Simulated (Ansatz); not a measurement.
Run report: C, geometry relaxation (part 2 of 2)

Continued. System: C (P6/mmm, 10 atoms in the cell). Method: DFT PBE, scalar-relativistic, plane waves, PAW, no spin polarisation (Ansatz 0.2.0); cutoff 420 eV, 6×6×6 k-mesh, Gaussian smearing of 0.1 eV. The structure derives from an entry of the Crystallography Open Database.

Geometry of the input (Å; fractional positions):
```
4.8900  0.0000  0.0000
-2.4450  4.2349  0.0000
0.0000  0.0000  3.8800
C  0.6667  0.3333  0.1840
C  0.3333  0.6667  0.1840
C  0.6667  0.3333  0.8160
C  0.3333  0.6667  0.8160
C  0.5000  0.5000  0.3400
C  0.0000  0.5000  0.3400
C  0.5000  0.0000  0.3400
C  0.5000  0.5000  0.6600
C  0.5000  0.0000  0.6600
C  0.0000  0.5000  0.6600
```

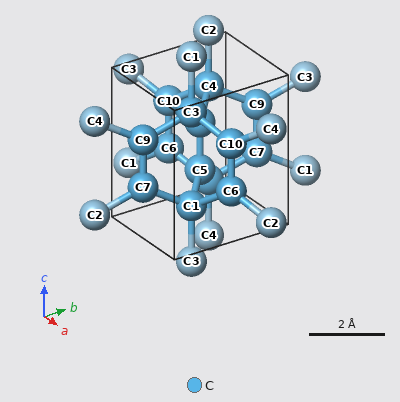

*The geometry at step 4 of the log (ball-and-stick view of the cell of the calculation, seen slightly off an axis; neighbours outside the cell are drawn fainter; atoms are numbered from 1 in the order of the input).*

What the program printed, continued
```
SCF iter   1: F=—  HF=-2503.756897 eV  |F-HF|=—  |Δ(HF+E_count)|=         —  Δρ=6.52e-4  dr2=4.43e-5  ethr=2.45e-7  ⟨swp⟩=3.1  Hψ=6315  notcnv=0
preconditioner: auto → Kerker (q_TF=auto, 2.409 Å⁻¹)  [metal: Δε(μ)=0.075 eV  Ē_g=14.895 eV  σ=0.100 eV  W_gap=0.40  n_scr=20 (ndim 8)  ℏωp=25.6 eV  f_vac=0.136  D(μ)=0.42/eV (n_scr^D=0)]
SCF iter   2: F=—  HF=-2503.756997 eV  |F-HF|=—  |Δ(HF+E_count)|=   9.92e-5  Δρ=3.51e-4  dr2=1.29e-5  ethr=1.11e-7  ⟨swp⟩=1.0  Hψ=840  notcnv=0
SCF iter   3: F=—  HF=-2503.757029 eV  |F-HF|=—  |Δ(HF+E_count)|=   3.23e-5  Δρ=1.46e-5  dr2=1.36e-7  ethr=3.22e-8  ⟨swp⟩=2.2  Hψ=1351  notcnv=0
SCF iter   4: F=—  HF=-2503.757031 eV  |F-HF|=—  |Δ(HF+E_count)|=   2.09e-6  Δρ=4.55e-6  dr2=4.05e-8  ethr=2.50e-11  ⟨swp⟩=7.6  Hψ=3750  notcnv=0
SCF iter   5: F=-2503.757031 eV  HF=-2503.757031 eV  |F-HF|=4.13e-10  |Δ(HF+E_count)|=   1.90e-9  Δρ=2.17e-6  dr2=9.23e-9  ethr=2.50e-11  ⟨swp⟩=2.5  Hψ=3005  notcnv=0
SCF 7 converged in 5 iterations: F = -2503.757031 eV  dr2 = 9.23e-9
  greatest PAW one-centre occupation: 0.670 electrons in one spin orbital (limit 2), on the C atom at site 8 (counted from 0), in its partial waves of l = 0
relax step   7: F+E_penalty+E_count = -2503.75703098 eV  Δ(F+E_penalty+E_count) = -2.950e-2 eV  max|allowed force component| = 1.646e-2 eV/Å  Δτ_max = 0.0000 Å  P = +0.547 GPa  Ω = 84.396 Å³  stress off target by 1.14e0 GPa  SCF on the basis re-selected at this cell (its energy is not comparable with the rows above)  (5 SCF iters)
basis re-selected at this cell: Δ(F+E_penalty+E_count) = -2.950e-2 eV, ΔP = +0.411 GPa vs the last step (what re-selecting the basis moved, of the pressure what is left beyond the Pulay correction that the steps carried, after the strain that the cell walked since its last selection, with what the two solves' SCF thresholds leave and, on support functions, any second-order correction that the steps lacked; it is no measure of the basis error at this ecutwfc). The dense FFT grid was sized anew with the basis: this SCF ran on 36×36×30 points, the steps before it on 36×36×27, so part of this shift can come from that change (see relax.cell in the input reference). This SCF's stress stands 1.14e0 GPa from its target on what of the cell is left free (relax.cell.stress_tol is 5.00e-1 GPa) and its largest allowed force component is 1.65e-2 eV/Å (relax.f_tol is 5.00e-2 eV/Å): not within both, so this SCF does not close the relaxation
Crystal: 10 atoms, lattice volume = 84.546 Å³
Basis set: ecut = 420 eV, 1639 PW (Γ), exchange–correlation on 72×72×60 points (8 copies of the dense FFT grid, shifted against one another)
iter 1 solved again at ethr=4.82e-7 eV; its pass at ethr=3.10e-3 eV (dr2=1.93e-4 eV) is discarded
SCF iter   1: F=—  HF=-2503.756970 eV  |F-HF|=—  |Δ(HF+E_count)|=         —  Δρ=4.59e-4  dr2=1.79e-4  ethr=4.82e-7  ⟨swp⟩=2.2  Hψ=3795  notcnv=0
preconditioner: auto → Kerker (q_TF=auto, 2.408 Å⁻¹)  [metal: Δε(μ)=0.074 eV  Ē_g=14.877 eV  σ=0.100 eV  W_gap=0.39  n_scr=20 (ndim 8)  ℏωp=25.5 eV  f_vac=0.137  D(μ)=0.41/eV (n_scr^D=0)]
SCF iter   2: F=—  HF=-2503.756949 eV  |F-HF|=—  |Δ(HF+E_count)|=   2.08e-5  Δρ=2.65e-4  dr2=7.12e-5  ethr=4.49e-7  ⟨swp⟩=1.0  Hψ=840  notcnv=0
SCF iter   3: F=—  HF=-2503.756923 eV  |F-HF|=—  |Δ(HF+E_count)|=   2.65e-5  Δρ=5.60e-5  dr2=5.68e-6  ethr=1.78e-7  ⟨swp⟩=2.4  Hψ=1360  notcnv=0
SCF iter   4: F=—  HF=-2503.756922 eV  |F-HF|=—  |Δ(HF+E_count)|=   5.58e-7  Δρ=2.87e-5  dr2=2.01e-6  ethr=1.42e-8  ⟨swp⟩=2.2  Hψ=1261  notcnv=0
SCF iter   5: F=-2503.756922 eV  HF=-2503.756922 eV  |F-HF|=6.28e-8  |Δ(HF+E_count)|=   4.02e-7  Δρ=1.22e-5  dr2=1.58e-7  ethr=2.50e-9  ⟨swp⟩=6.5  Hψ=3836  notcnv=0
SCF 8 converged in 5 iterations: F = -2503.756922 eV  dr2 = 1.58e-7
  greatest PAW one-centre occupation: 0.669 electrons in one spin orbital (limit 2), on the C atom at site 8 (counted from 0), in its partial waves of l = 0
relax step   8: F+E_penalty+E_count = -2503.75692202 eV  Δ(F+E_penalty+E_count) = +1.090e-4 eV  max|allowed force component| = 1.781e-3 eV/Å  Δτ_max = 0.0006 Å  P = +0.040 GPa  Ω = 84.546 Å³  energy of the carried Pulay correction = -5.766e-4 eV  (5 SCF iters, dr2 threshold 1.00e-6 eV, accepted)
iter 1 solved again at ethr=1.60e-7 eV; its pass at ethr=3.10e-3 eV (dr2=6.38e-5 eV) is discarded
SCF iter   1: F=—  HF=-2503.757573 eV  |F-HF|=—  |Δ(HF+E_count)|=         —  Δρ=1.79e-5  dr2=1.69e-7  ethr=1.60e-7  ⟨swp⟩=3.1  Hψ=6367  notcnv=0
preconditioner: auto → Kerker (q_TF=auto, 2.408 Å⁻¹)  [metal: Δε(μ)=0.074 eV  Ē_g=14.879 eV  σ=0.100 eV  W_gap=0.39  n_scr=20 (ndim 8)  ℏωp=25.5 eV  f_vac=0.136  D(μ)=0.41/eV (n_scr^D=0)]
SCF iter   2: F=—  HF=-2503.757595 eV  |F-HF|=—  |Δ(HF+E_count)|=   2.17e-5  Δρ=1.06e-5  dr2=8.75e-8  ethr=4.23e-10  ⟨swp⟩=2.0  Hψ=1388  notcnv=0
SCF iter   3: F=—  HF=-2503.757595 eV  |F-HF|=—  |Δ(HF+E_count)|=   1.04e-7  Δρ=2.73e-6  dr2=1.68e-8  ethr=2.19e-10  ⟨swp⟩=2.4  Hψ=1378  notcnv=0
SCF iter   4: F=-2503.757595 eV  HF=-2503.757595 eV  |F-HF|=9.09e-12  |Δ(HF+E_count)|=   6.87e-9  Δρ=1.28e-6  dr2=2.09e-9  ethr=2.50e-11  ⟨swp⟩=6.9  Hψ=3324  notcnv=0
SCF 9 converged in 4 iterations: F = -2503.757595 eV  dr2 = 2.09e-9
relax step   9: F+E_penalty+E_count = -2503.75759499 eV  Δ(F+E_penalty+E_count) = -6.730e-4 eV  max|allowed force component| = 2.044e-3 eV/Å  Δτ_max = 0.0000 Å  P = +0.043 GPa  Ω = 84.546 Å³  stress off target by 5.46e-2 GPa  SCF on the basis re-selected at this cell (its energy is not comparable with the rows above)  (4 SCF iters)
basis re-selected at this cell: Δ(F+E_penalty+E_count) = -6.730e-4 eV, ΔP = +0.003 GPa vs the last step (what re-selecting the basis moved, of the pressure what is left beyond the Pulay correction that the steps carried, after the strain that the cell walked since its last selection, with what the two solves' SCF thresholds leave and, on support functions, any second-order correction that the steps lacked; it is no measure of the basis error at this ecutwfc). This SCF's stress stands 5.46e-2 GPa from its target on what of the cell is left free (relax.cell.stress_tol is 5.00e-1 GPa) and its largest allowed force component is 2.04e-3 eV/Å (relax.f_tol is 5.00e-2 eV/Å): within both
SCF converged after 4 iterations
Free energy (F): -2503.757595 eV
Harris-Foulkes:  -2503.757595 eV  (|F-HF|=9.09e-12)
Internal energy: -2503.755554 eV  (E = F + TS)
E sigma→0 (E₀):  -2503.756575 eV
Entropy (-TS):   -0.002041 eV (-0.204 meV/atom)
Fermi energy:    8.136865 eV
--- Per-component energies (eV) ---
  E_band       = -47.903158
  E_kinetic    = 908.845482
  E_local      = -1643.770283  (includes V_loc(G=0)·N_el)
  E_nonlocal   = 269.746050
  E_hartree    = 539.490901
  E_xc         = -480.338487
  E_vxc        = -595.163498  (∫ρ·V_xc dr)
  E_paw        = -992.215827  (= ΣΔE_a)
  E_vpaw       = -66.544505  (= ΣTr[D̂ρ^β])
  E_aug_tail   = 0.000085  (compensation charges beyond the density's cutoff)
  E_ewald      = -1105.513474
  E_smearing   = -0.002041  (= −TS)
  E_closure    = 0.000000  (closes the sum)
  Σ components = -2503.757595   (vs F -2503.757595, Δ=0.00e0)
--- Forces (eV/Å), atoms counted from 1 ---
  atom   1  C      0.00000000     0.00000000    -0.00069186
  atom   2  C     -0.00000000    -0.00000000    -0.00069186
  atom   3  C      0.00000000     0.00000000     0.00069186
  atom   4  C     -0.00000000    -0.00000000     0.00069186
  atom   5  C      0.00000000     0.00000000     0.00204416
  atom   6  C      0.00000000     0.00000000     0.00204416
  atom   7  C      0.00000000     0.00000000     0.00204416
  atom   8  C      0.00000000     0.00000000    -0.00204416
  atom   9  C      0.00000000     0.00000000    -0.00204416
  atom  10  C      0.00000000     0.00000000    -0.00204416
  max |Σ_I F_I| component: 2.66e-17 eV/Å
--- Stress (GPa, compression-positive) ---
        0.054571       0.000000       0.000000
        0.000000       0.054571       0.000000
        0.000000       0.000000       0.020626
  P = ⅓ Tr σ = 0.0433 GPa (0.433 kbar)
--- Band table (eV; the first three rows and the last of 28) ---
  k-point 0: bands = ["-12.5311", "-8.5081", "-6.8914", "-6.8914", "-6.5695", "-5.5360", "-3.3370", "-1.3097", "-0.9833", "-0.9833", "-0.8532", "-0.8532", "0.1017", "0.1017", "3.7513", "3.7513", "5.1921", "5.6299", "5.6299", "8.0476", "9.7252", "11.6731", "11.6731", "12.5179", "12.5179", "14.3267", "14.5997", "16.0875", "16.0947", "16.0947"]
  k-point 1: bands = ["-12.3690", "-8.3300", "-7.9467", "-6.7891", "-6.7891", "-4.3450", "-3.8891", "-1.8499", "-1.8499", "-0.8074", "-0.8074", "-0.2048", "1.1675", "1.1675", "3.2043", "3.2043", "4.5710", "5.7835", "5.7835", "8.0843", "9.9045", "11.3781", "11.3781", "13.3830", "13.3830", "13.9978", "14.2103", "16.0317", "16.0317", "16.1018"]
  k-point 2: bands = ["-11.9174", "-9.3832", "-7.7996", "-6.5461", "-6.5461", "-5.7468", "-2.8908", "-2.8908", "-1.6488", "-0.3243", "-0.3243", "1.2992", "2.1460", "2.1460", "2.3380", "2.3380", "2.9559", "6.0275", "6.0275", "8.1582", "10.4310", "10.8483", "10.8483", "12.7940", "13.9814", "14.3368", "15.4901", "15.4901", "15.7285", "15.7285"]
  k-point 27: bands = ["-10.2185", "-10.2185", "-8.9541", "-8.9541", "-6.6613", "-3.6991", "-2.1535", "-2.1535", "-0.5135", "-0.5135", "1.6802", "1.6802", "1.7451", "1.7451", "1.8794", "2.1317", "2.7012", "4.4077", "6.0772", "6.0772", "7.9345", "10.8025", "10.8025", "14.6416", "14.6416", "15.8248", "16.2751", "16.2751", "16.5847", "16.7433"]
--- Relaxed structure (7 steps of the walk, 6 accepted, 2 SCFs on fresh bases) ---
  F+E_penalty+E_count = -2503.75759499 eV   max|allowed force component| = 2.044e-3 eV/Å   (the final SCF, on the basis selected at the relaxed cell)
  cell:  # Å, volume = 84.5456 Å³
    - [4.837260372655964, 2.8556350040750302e-11, 0.0]
    - [-2.418630186352712, 4.189190367425568, 0.0]
    - [0.0, 0.0, 4.172164479011623]
  atoms:
    - { symbol: C, position: [0.666666666666667, 0.3333333333333333, 0.1839419463115944] }
    - { symbol: C, position: [0.3333333333333334, 0.6666666666666669, 0.1839419463115944] }
    - { symbol: C, position: [0.666666666666667, 0.3333333333333333, 0.8160580536884054] }
    - { symbol: C, position: [0.3333333333333334, 0.6666666666666669, 0.8160580536884054] }
    - { symbol: C, position: [0.5000000000000001, 0.5000000000000001, 0.34046389548091954] }
    - { symbol: C, position: [0.0, 0.5, 0.34046389548091954] }
    - { symbol: C, position: [0.5, 4.0389678347315804e-28, 0.34046389548091954] }
    - { symbol: C, position: [0.5000000000000001, 0.5000000000000001, 0.6595361045190804] }
    - { symbol: C, position: [0.5, 4.0389678347315804e-28, 0.6595361045190804] }
    - { symbol: C, position: [0.0, 0.5, 0.6595361045190804] }
```

Trajectory as extended XYZ (Å, eV, eV/Å), 9 frames, from step=1 to step=9
```
10
Lattice="4.8900 0.0000 0.0000 -2.4450 4.2349 0.0000 0.0000 0.0000 3.8800" Properties=species:S:1:pos:R:3:forces:R:3 step=1 energy=-2502.01604 pressure_GPa=29.84
C     2.4450    1.4116    0.7139    0.0000   0.0000   1.0100
C     0.0000    2.8232    0.7139    0.0000   0.0000   1.0100
C     2.4450    1.4116    3.1661    0.0000   0.0000  -1.0100
C     0.0000    2.8232    3.1661    0.0000   0.0000  -1.0100
C     1.2225    2.1174    1.3192    0.0000   0.0000  -4.8879
C    -1.2225    2.1174    1.3192    0.0000   0.0000  -4.8879
C     2.4450    0.0000    1.3192    0.0000   0.0000  -4.8879
C     1.2225    2.1174    2.5608    0.0000   0.0000   4.8879
C     2.4450    0.0000    2.5608    0.0000   0.0000   4.8879
C    -1.2225    2.1174    2.5608    0.0000   0.0000   4.8879
10
Lattice="4.8424 0.0000 0.0000 -2.4212 4.1937 0.0000 0.0000 0.0000 4.0708" Properties=species:S:1:pos:R:3:forces:R:3 step=2 energy=-2503.54985 pressure_GPa=9.44
C     2.4212    1.3979    0.7394    0.0000   0.0000   0.9109
C     0.0000    2.7958    0.7394    0.0000   0.0000   0.9109
C     2.4212    1.3979    3.3313    0.0000   0.0000  -0.9109
C     0.0000    2.7958    3.3313    0.0000   0.0000  -0.9109
C     1.2106    2.0968    1.3838    0.0000   0.0000  -1.2114
C    -1.2106    2.0968    1.3838    0.0000   0.0000  -1.2114
C     2.4212    0.0000    1.3838    0.0000   0.0000  -1.2114
C     1.2106    2.0968    2.6869    0.0000   0.0000   1.2114
C     2.4212    0.0000    2.6869    0.0000   0.0000   1.2114
C    -1.2106    2.0968    2.6869    0.0000   0.0000   1.2114
10
Lattice="4.8338 0.0000 0.0000 -2.4169 4.1862 0.0000 0.0000 0.0000 4.1458" Properties=species:S:1:pos:R:3:forces:R:3 step=3 energy=-2503.71403 pressure_GPa=2.27
C     2.4169    1.3954    0.7553    0.0000   0.0000   0.5323
C     0.0000    2.7908    0.7553    0.0000   0.0000   0.5323
C     2.4169    1.3954    3.3904    0.0000   0.0000  -0.5323
C     0.0000    2.7908    3.3904    0.0000   0.0000  -0.5323
C     1.2084    2.0931    1.4104    0.0000   0.0000  -0.2736
C    -1.2084    2.0931    1.4104    0.0000   0.0000  -0.2736
C     2.4169    0.0000    1.4104    0.0000   0.0000  -0.2736
C     1.2084    2.0931    2.7354    0.0000   0.0000   0.2736
C     2.4169    0.0000    2.7354    0.0000   0.0000   0.2736
C    -1.2084    2.0931    2.7354    0.0000   0.0000   0.2736
10
Lattice="4.8365 0.0000 0.0000 -2.4183 4.1885 0.0000 0.0000 0.0000 4.1724" Properties=species:S:1:pos:R:3:forces:R:3 step=4 energy=-2503.71135 pressure_GPa=0.40 accepted=F
C     2.4183    1.3962    0.7775    0.0000   0.0000  -0.6707
C     0.0000    2.7924    0.7775    0.0000   0.0000  -0.6707
C     2.4183    1.3962    3.3949    0.0000   0.0000   0.6707
C     0.0000    2.7924    3.3949    0.0000   0.0000   0.6707
C     1.2091    2.0943    1.4231    0.0000   0.0000  -0.1951
C    -1.2091    2.0943    1.4231    0.0000   0.0000  -0.1951
C     2.4183    0.0000    1.4231    0.0000   0.0000  -0.1951
C     1.2091    2.0943    2.7493    0.0000   0.0000   0.1951
C     2.4183    0.0000    2.7493    0.0000   0.0000   0.1951
C    -1.2091    2.0943    2.7493    0.0000   0.0000   0.1951
10
Lattice="4.8357 0.0000 0.0000 -2.4179 4.1878 0.0000 0.0000 0.0000 4.1588" Properties=species:S:1:pos:R:3:forces:R:3 step=5 energy=-2503.72692 pressure_GPa=0.86
C     2.4179    1.3959    0.7637    0.0000   0.0000   0.0646
C     0.0000    2.7919    0.7637    0.0000   0.0000   0.0646
C     2.4179    1.3959    3.3952    0.0000   0.0000  -0.0646
C     0.0000    2.7919    3.3952    0.0000   0.0000  -0.0646
C     1.2089    2.0939    1.4147    0.0000   0.0000  -0.0338
C    -1.2089    2.0939    1.4147    0.0000   0.0000  -0.0338
C     2.4179    0.0000    1.4147    0.0000   0.0000  -0.0338
C     1.2089    2.0939    2.7441    0.0000   0.0000   0.0338
C     2.4179    0.0000    2.7441    0.0000   0.0000   0.0338
C    -1.2089    2.0939    2.7441    0.0000   0.0000   0.0338
10
Lattice="4.8361 0.0000 0.0000 -2.4180 4.1882 0.0000 0.0000 0.0000 4.1668" Properties=species:S:1:pos:R:3:forces:R:3 step=6 energy=-2503.72753 pressure_GPa=0.14
C     2.4180    1.3961    0.7662    0.0000   0.0000  -0.0064
C     0.0000    2.7921    0.7662    0.0000   0.0000  -0.0064
C     2.4180    1.3961    3.4007    0.0000   0.0000   0.0064
C     0.0000    2.7921    3.4007    0.0000   0.0000   0.0064
C     1.2090    2.0941    1.4180    0.0000   0.0000   0.0087
C    -1.2090    2.0941    1.4180    0.0000   0.0000   0.0087
C     2.4180    0.0000    1.4180    0.0000   0.0000   0.0087
C     1.2090    2.0941    2.7488    0.0000   0.0000  -0.0087
C     2.4180    0.0000    2.7488    0.0000   0.0000  -0.0087
C    -1.2090    2.0941    2.7488    0.0000   0.0000  -0.0087
10
Lattice="4.8361 0.0000 0.0000 -2.4180 4.1882 0.0000 0.0000 0.0000 4.1668" Properties=species:S:1:pos:R:3:forces:R:3 step=7 energy=-2503.75703 pressure_GPa=0.55
C     2.4180    1.3961    0.7662    0.0000   0.0000   0.0084
C     0.0000    2.7921    0.7662    0.0000   0.0000   0.0084
C     2.4180    1.3961    3.4007    0.0000   0.0000  -0.0084
C     0.0000    2.7921    3.4007    0.0000   0.0000  -0.0084
C     1.2090    2.0941    1.4180    0.0000   0.0000   0.0165
C    -1.2090    2.0941    1.4180    0.0000   0.0000   0.0165
C     2.4180    0.0000    1.4180    0.0000   0.0000   0.0165
C     1.2090    2.0941    2.7488    0.0000   0.0000  -0.0165
C     2.4180    0.0000    2.7488    0.0000   0.0000  -0.0165
C    -1.2090    2.0941    2.7488    0.0000   0.0000  -0.0165
10
Lattice="4.8373 0.0000 0.0000 -2.4186 4.1892 0.0000 0.0000 0.0000 4.1722" Properties=species:S:1:pos:R:3:forces:R:3 step=8 energy=-2503.75692 pressure_GPa=0.04
C     2.4186    1.3964    0.7674    0.0000   0.0000  -0.0008
C     0.0000    2.7928    0.7674    0.0000   0.0000  -0.0008
C     2.4186    1.3964    3.4047    0.0000   0.0000   0.0008
C     0.0000    2.7928    3.4047    0.0000   0.0000   0.0008
C     1.2093    2.0946    1.4205    0.0000   0.0000   0.0018
C    -1.2093    2.0946    1.4205    0.0000   0.0000   0.0018
C     2.4186    0.0000    1.4205    0.0000   0.0000   0.0018
C     1.2093    2.0946    2.7517    0.0000   0.0000  -0.0018
C     2.4186    0.0000    2.7517    0.0000   0.0000  -0.0018
C    -1.2093    2.0946    2.7517    0.0000   0.0000  -0.0018
10
Lattice="4.8373 0.0000 0.0000 -2.4186 4.1892 0.0000 0.0000 0.0000 4.1722" Properties=species:S:1:pos:R:3:forces:R:3 step=9 energy=-2503.75760 pressure_GPa=0.04
C     2.4186    1.3964    0.7674    0.0000   0.0000  -0.0007
C     0.0000    2.7928    0.7674    0.0000   0.0000  -0.0007
C     2.4186    1.3964    3.4047    0.0000   0.0000   0.0007
C     0.0000    2.7928    3.4047    0.0000   0.0000   0.0007
C     1.2093    2.0946    1.4205    0.0000   0.0000   0.0020
C    -1.2093    2.0946    1.4205    0.0000   0.0000   0.0020
C     2.4186    0.0000    1.4205    0.0000   0.0000   0.0020
C     1.2093    2.0946    2.7517    0.0000   0.0000  -0.0020
C     2.4186    0.0000    2.7517    0.0000   0.0000  -0.0020
C    -1.2093    2.0946    2.7517    0.0000   0.0000  -0.0020
```

Summary

```csv
quantity,value
outcome,converged
space group (tolerance 0.01 Å),P6/mmm (191)
electrons treated,40
free energy,−2503.7576 eV
Fermi energy,8.137 eV
gap on the k-point mesh,none (metallic)
pressure,0.04 GPa
final volume,84.55 Å³
largest force (length of the vector) at the end,0.002 eV/Å
final cell,"a = 4.837 Å, b = 4.837 Å, c = 4.172 Å, α = 90.00°, β = 90.00°, γ = 120.00°"
hardware,"2 threads of Intel Xeon @ 2.50GHz (Skylake/Cascade Lake), 64 GiB of memory available, shared host"
wall time,20 s (CPU time 38 s)
peak memory,0.44 GiB
```
